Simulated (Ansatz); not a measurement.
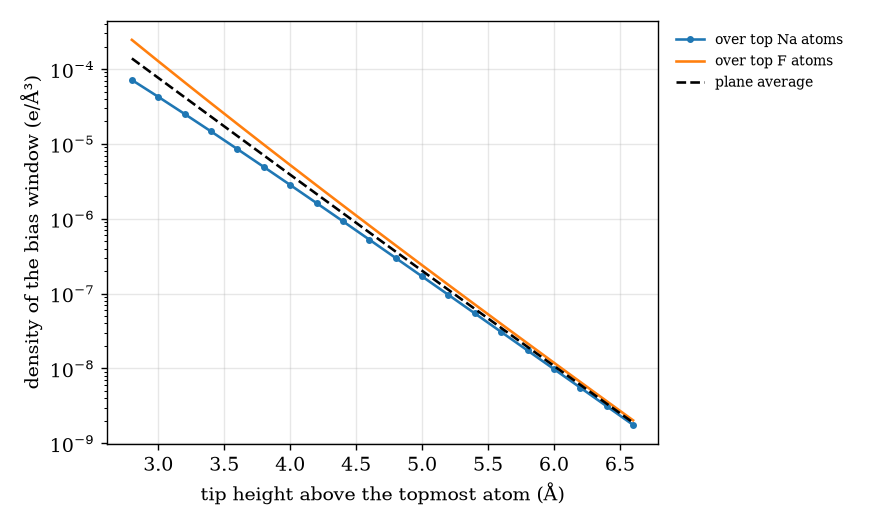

Approach curves over NaF(100) (Fm-3m bulk, 5 atomic planes (those closer than 0.6 Å count as one), 9 Å, NaF-terminated) at a sample bias of −4.80 V.

Model: Tersoff–Hamann, s-wave tip, no tip–sample forces. Zero bias is put in the middle of the gap by convention. Bias windows are sharp sums over the levels of the k mesh.

The calculation used Ansatz, DFT PBE, scalar-relativistic, plane waves, PAW. Cutoff 600 eV, 18 × 18 k-points, Gaussian smearing 0.05 eV, dipole correction. The slab is a cut without reconstruction beyond its cell, at the source's lattice constants, with its lower half held fixed and the rest relaxed. No spin polarisation. The semilocal functional makes this wide gap too small, and with it the biases at which current sets in. The run couldn't confirm all of its levels under its output density.

```yaml
crystal:
  lattice:
    - [3.28564, 0.00000, 0.00000]
    - [0.00000, 3.28564, 0.00000]
    - [0.00000, 0.00000, 29.29320]
  atoms:
    - { symbol: Na, position: [0.50000, 0.50000, 0.34138] }
    - { symbol: F, position: [0.00000, 0.00000, 0.34138] }
    - { symbol: Na, position: [0.00000, 0.00000, 0.42069] }
    - { symbol: F, position: [0.50000, 0.50000, 0.42069] }
    - { symbol: Na, position: [0.50000, 0.50000, 0.50119] }
    - { symbol: F, position: [0.00000, 0.00000, 0.50123] }
    - { symbol: Na, position: [0.00000, 0.00000, 0.58187] }
    - { symbol: F, position: [0.50000, 0.50000, 0.58170] }
    - { symbol: Na, position: [0.50000, 0.50000, 0.66169] }
    - { symbol: F, position: [0.00000, 0.00000, 0.66262] }
```

The last single point, restarted from the relaxation's density, took 5.2 min on 1 thread of Arm Neoverse N1 (shared host), peak memory 1.2 GiB.

### Estimate the decay constant and the apparent barrier, and compare with the vacuum level, which the run puts 4.03 eV above zero bias.

Near 4 Å the plane average falls as exp(−2.97 z/Å), a factor of 19 per ångström, which gives an apparent barrier of 8.4 eV (0.952 eV Å² times the slope squared). The highest filled states lie 6.83 eV under the vacuum level. The apparent barrier is above 6.83 eV. At 4 Å the 0.25 eV of states nearest the highest filled state carry 45 % of the density.
